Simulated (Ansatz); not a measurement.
# Calculations on Si32C33

### Relaxation

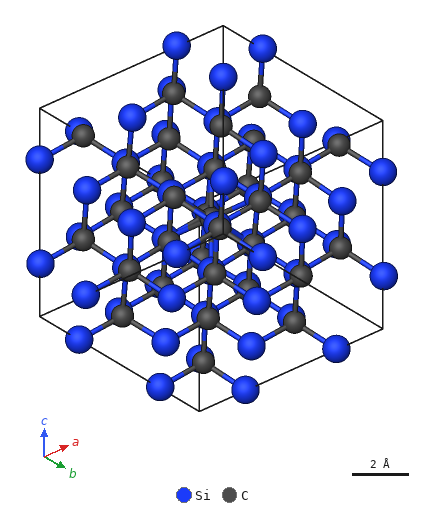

This is the input geometry for a relaxation of a defect cell of composition Si$_{32}$C$_{33}$ (cell charge +1). A ball-and-stick model of the cell of the calculation (origin shifted), seen from a free direction.

These are results of DFT, PBEsol, PAW, plane waves (Ansatz 0.2.0), not measurements.

(plane-wave cutoff 420 eV; k-point mesh 1 × 1 × 1; mesh shifted by (0.25, 0.25, 0.25); collinear spin; atoms relaxed in a fixed cell; force threshold 0.03 eV/Å; at most 80 steps)

```
CELL_PARAMETERS angstrom
8.71371 0.00000 0.00000
0.00000 8.71371 0.00000
0.00000 0.00000 8.71371
ATOMIC_POSITIONS crystal
Si 0.99953 0.00039 0.00082
Si 0.00274 0.00211 0.50036
Si 0.99889 0.49840 0.00242
Si 0.99769 0.49913 0.49938
Si 0.50282 0.00204 0.00345
Si 0.49836 0.00283 0.50152
Si 0.50125 0.49871 0.99806
Si 0.49836 0.50147 0.49718
Si 0.24967 0.25212 0.00107
Si 0.25335 0.25105 0.49621
Si 0.24946 0.75064 0.99980
Si 0.24864 0.75054 0.49851
Si 0.74948 0.25246 0.00206
Si 0.75051 0.24885 0.50104
Si 0.75032 0.75253 0.00030
Si 0.75498 0.74690 0.49606
Si 0.24884 0.00281 0.25368
Si 0.25804 0.00013 0.75107
Si 0.25060 0.50076 0.25271
Si 0.25234 0.49982 0.74988
Si 0.74698 0.99925 0.25083
Si 0.75208 0.99613 0.75019
Si 0.74845 0.49965 0.25294
Si 0.75215 0.50268 0.75057
Si 0.99909 0.24848 0.25018
Si 0.99813 0.25456 0.74768
Si 0.00363 0.75072 0.24977
Si 0.99527 0.75063 0.74817
Si 0.49998 0.25226 0.25200
Si 0.49810 0.25149 0.75442
Si 0.50187 0.74935 0.24739
Si 0.49783 0.75049 0.74598
C 0.12956 0.12416 0.12026
C 0.12791 0.12642 0.62319
C 0.12448 0.62401 0.12758
C 0.12647 0.62661 0.62351
C 0.62272 0.12306 0.12728
C 0.62635 0.12190 0.62632
C 0.62287 0.62433 0.12609
C 0.62291 0.62344 0.62814
C 0.37611 0.37762 0.12383
C 0.37962 0.37428 0.62492
C 0.37383 0.87309 0.12361
C 0.37615 0.87513 0.62408
C 0.87311 0.37355 0.12742
C 0.87421 0.37472 0.62402
C 0.87134 0.87268 0.12260
C 0.87738 0.87550 0.62712
C 0.37722 0.12954 0.37925
C 0.37223 0.12445 0.87416
C 0.37322 0.62642 0.37525
C 0.37369 0.61735 0.87045
C 0.87371 0.12368 0.37933
C 0.87787 0.12680 0.87146
C 0.87862 0.62698 0.37933
C 0.87624 0.62462 0.87357
C 0.12539 0.37422 0.37057
C 0.12099 0.37513 0.87415
C 0.12948 0.87681 0.37582
C 0.12494 0.87335 0.87313
C 0.62603 0.37700 0.37489
C 0.62784 0.37552 0.87557
C 0.62488 0.87734 0.37211
C 0.62585 0.87695 0.87656
C 0.49880 0.50102 0.74816
```

Predict the outcome.

Answer. Over 19 geometry steps the energy falls by 4.937 eV per cell of the calculation. The largest force component goes from 3.9 to 0.019 eV/Å. The atom that moves furthest is C65 (1.20 Å roughly along −a). By element the largest moves are C 1.20 Å, Si 0.74 Å. The lattice vectors keep their values. Some distances before and after: Si24–C65 2.208 → 3.426 Å, C62–C65 1.922 → 2.897 Å, C40–C65 1.844 → 2.810 Å, Si20–C42 1.901 → 2.772 Å. New bonds form: C42–C65 (1.86 → 1.44 Å), C52–C65 (1.83 → 1.52 Å). Bonds break: Si20–C42 (1.90 → 2.77 Å), Si24–C65 (2.21 → 3.43 Å). Among the angles between lasting bonds that change: Si11–C52–Si20 110.4° → 81.2°, C36–Si20–C58 108.2° → 136.7°, C36–Si20–C65 124.6° → 104.0°.

The end point in the same view:

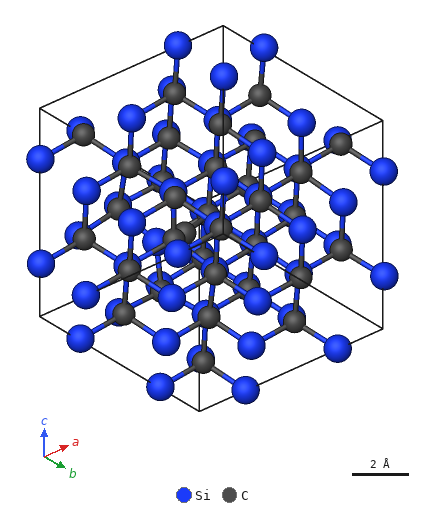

Limits of the set-up: the cell is charged, on a uniform background, and energies carry no finite-size correction.

### Relaxation

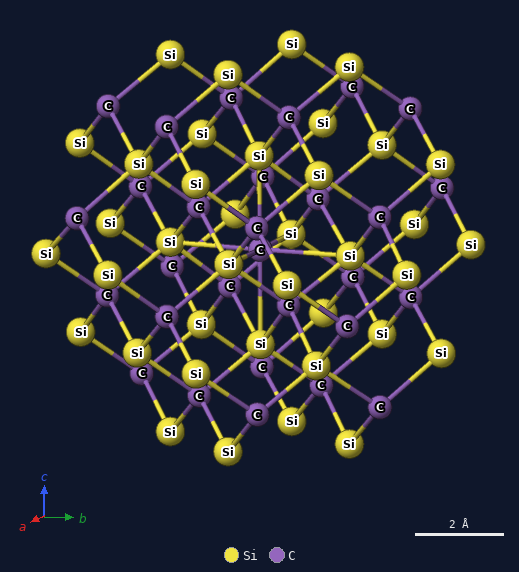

A defect cell of composition Si₃₂C₃₃ (cell charge +2), before the relaxation. The picture is a ball-and-stick view of the atoms within 5.0 Å of the atom that moves most (axes of the cell of the calculation (origin shifted)), seen slightly off an axis.

The calculation used DFT, PBEsol, PAW, plane waves in Ansatz 0.2.0.

(plane-wave cutoff 420 eV; k-point mesh 1 × 1 × 1; mesh shifted by (0.25, 0.25, 0.25); no spin polarisation; atoms relaxed in a fixed cell; force threshold 0.03 eV/Å; at most 80 steps)

```
Si C
1.0
     8.71371    0.00000    0.00000
     0.00000    8.71371    0.00000
     0.00000    0.00000    8.71371
Si C
32 33
Cartesian
  8.7096 0.0034 0.0071
  0.0238 0.0184 4.3600
  8.7040 4.3429 0.0211
  8.6936 4.3493 4.3514
  4.3815 0.0178 0.0301
  4.3426 0.0246 4.3701
  4.3678 4.3456 8.6968
  4.3425 4.3697 4.3323
  2.1755 2.1969 0.0093
  2.2077 2.1876 4.3238
  2.1737 6.5408 8.7120
  2.1666 6.5400 4.3438
  6.5307 2.1998 0.0179
  6.5397 2.1684 4.3659
  6.5380 6.5573 0.0026
  6.5786 6.5083 4.3225
  2.1683 0.0245 2.2105
  2.2485 0.0011 6.5446
  2.1837 4.3634 2.2021
  2.1989 4.3553 6.5342
  6.5090 8.7072 2.1857
  6.5534 8.6800 6.5370
  6.5218 4.3538 2.2041
  6.5540 4.3802 6.5403
  8.7057 2.1651 2.1800
  8.6974 2.2182 6.5151
  0.0317 6.5416 2.1764
  8.6725 6.5408 6.5193
  4.3566 2.1981 2.1958
  4.3403 2.1914 6.5738
  4.3731 6.5296 2.1557
  4.3379 6.5395 6.5003
  1.1289 1.0819 1.0479
  1.1146 1.1016 5.4303
  1.0847 5.4375 1.1117
  1.1020 5.4601 5.4330
  5.4262 1.0723 1.1091
  5.4579 1.0622 5.4576
  5.4275 5.4403 1.0987
  5.4278 5.4325 5.4735
  3.2773 3.2905 1.0790
  3.3079 3.2613 5.4454
  3.2574 7.6079 1.0771
  3.2776 7.6256 5.4381
  7.6080 3.2550 1.1103
  7.6176 3.2652 5.4375
  7.5926 7.6043 1.0683
  7.6452 7.6288 5.4645
  3.2870 1.1288 3.3047
  3.2435 1.0844 7.6171
  3.2521 5.4584 3.2699
  3.2562 5.3794 7.5848
  7.6133 1.0777 3.3054
  7.6495 1.1049 7.5937
  7.6561 5.4633 3.3054
  7.6353 5.4428 7.6120
  1.0926 3.2609 3.2290
  1.0543 3.2688 7.6171
  1.1283 7.6403 3.2748
  1.0887 7.6101 7.6082
  5.4550 3.2850 3.2667
  5.4708 3.2722 7.6295
  5.4450 7.6449 3.2424
  5.4535 7.6415 7.6381
  4.3464 4.3657 6.5192
```

Question: Predict the outcome.

Answer: Over 10 geometry steps the energy falls by 4.091 eV per cell of the calculation. The largest force component goes from 4.7 to 0.014 eV/Å. The largest move is that of C65, 0.86 Å along [−1 1 −1]. By element the largest moves are C 0.86 Å, Si 0.20 Å. The lattice vectors keep their values. Near-neighbour distances that change, for instance: C62–C65 1.922 → 2.851 Å, Si30–C65 2.175 → 2.856 Å, Si7–C65 2.178 → 2.842 Å, Si24–C65 2.208 → 2.842 Å. Bonds break: Si30–C65 (2.18 → 2.86 Å), Si7–C65 (2.18 → 2.84 Å). Bond angles that change, for instance: C44–Si32–C65 126.4° → 100.3°, Si8–C65–Si32 89.4° → 114.8°, C36–Si20–C65 124.6° → 99.8°.

Step by step:

```
step  E − E(0), meV/atom  largest force component, eV/Å
   0                0.00                         4.7290
   1              -25.97                         2.2089
   2              -39.16                         1.0661
   3              -47.36                         1.3641
   4              -52.37                         1.7172
   5              -59.02                         1.1160
   6              -62.64                         0.3751
   7              -62.64                         0.3747
   8              -62.91                         0.0780
   9              -62.93                         0.0327
  10              -62.93                         0.0140
```

After the run, drawn alike:

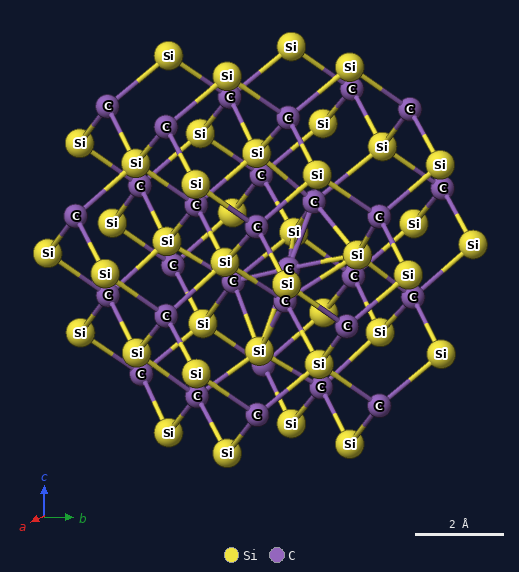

Limits of the set-up: the cell is charged, on a uniform background, and energies carry no finite-size correction.

### Defect

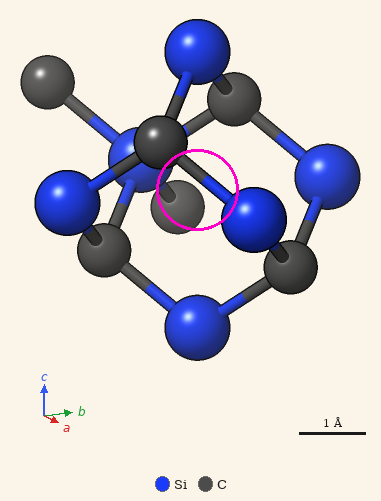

Perfect SiC. The picture is a ball-and-stick view of the atoms within 3.3 Å of one point, seen slightly off an axis.

Method: DFT, PBEsol, PAW, plane waves (Ansatz 0.2.0). (plane-wave cutoff 420 eV; k-point mesh 1 × 1 × 1; mesh shifted by (0.25, 0.25, 0.25); collinear spin) Fermi-Dirac smearing of 0.01 eV. A uniform background neutralises the charged cell. The axes drawn are those of the host's conventional cell.

An extra carbon atom is put between the host's atoms (an interstitial) at the ringed place, in charge state +1. The supercell has 64 sites, and the atoms are relaxed at the host's cell.

**Predict the relaxed surroundings of the defect.**

The C atom starts with 4 C at 1.88 to 1.89 Å, 6 Si at 2.18 Å around its place and ends with 2 C at 1.44 to 1.52 Å, 1 Si at 1.70 Å. Of the host's atoms, a silicon atom moves furthest from its site, by 0.75 Å. The C atom itself moves 1.23 Å from where it was put. The cell's net moment is 1.00 μB.

The relaxed defect, seen from the same direction:

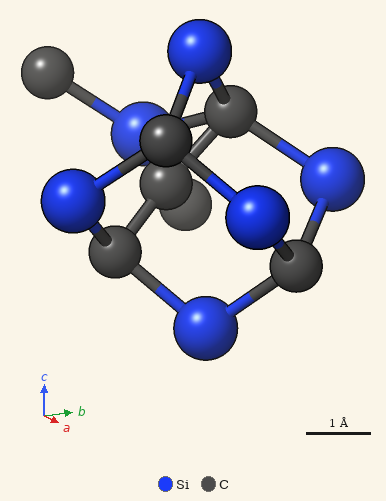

Limits of the set-up: the cell is charged, on a uniform background, and energies carry no finite-size correction.

### Defect

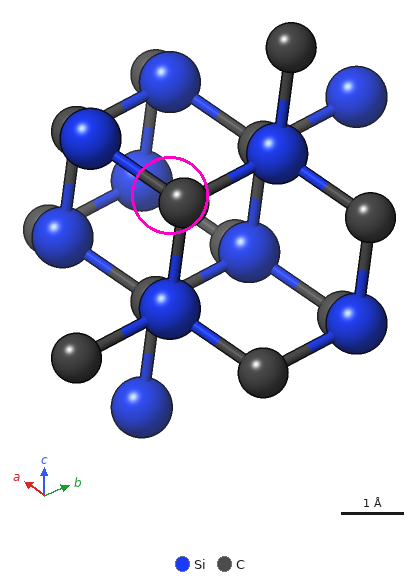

Perfect SiC. A ball-and-stick model of the atoms within 3.8 Å of one point, seen from a free direction.

These are results of DFT, PBEsol, PAW, plane waves (Ansatz), not measurements. Set-up: plane-wave cutoff 420 eV; k-point mesh 1 × 1 × 1; mesh shifted by (0.25, 0.25, 0.25); collinear spin. Fermi-Dirac smearing of 0.01 eV. A uniform background neutralises the charged cell. The axes drawn are those of the host's conventional cell.

An extra carbon atom is put between the host's atoms (an interstitial) at the ringed place, in charge state −1. The supercell has 64 sites, and the atoms are relaxed at the host's cell.

How do the neighbours respond?

The C atom starts with 4 C at 1.88 to 1.89 Å, 6 Si at 2.18 Å around its place and ends with 2 C at 1.52 to 1.64 Å, 1 Si at 1.72 Å. Of the host's atoms, a silicon atom moves furthest from its site, by 0.71 Å. The C atom itself moves 1.26 Å from where it was put. The cell's net moment is 1.00 μB.

The relaxed defect, seen from the same direction:

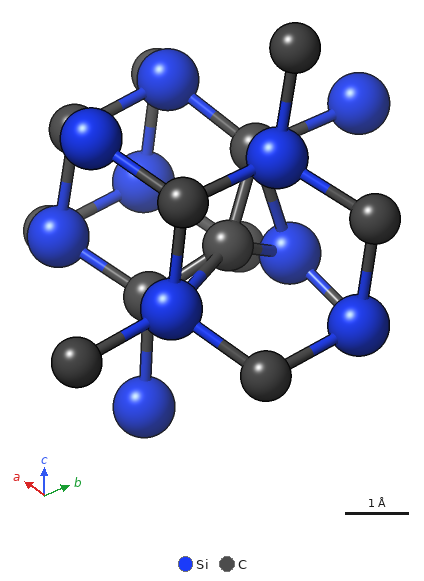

Limits of the set-up: the cell is charged, on a uniform background, and energies carry no finite-size correction.
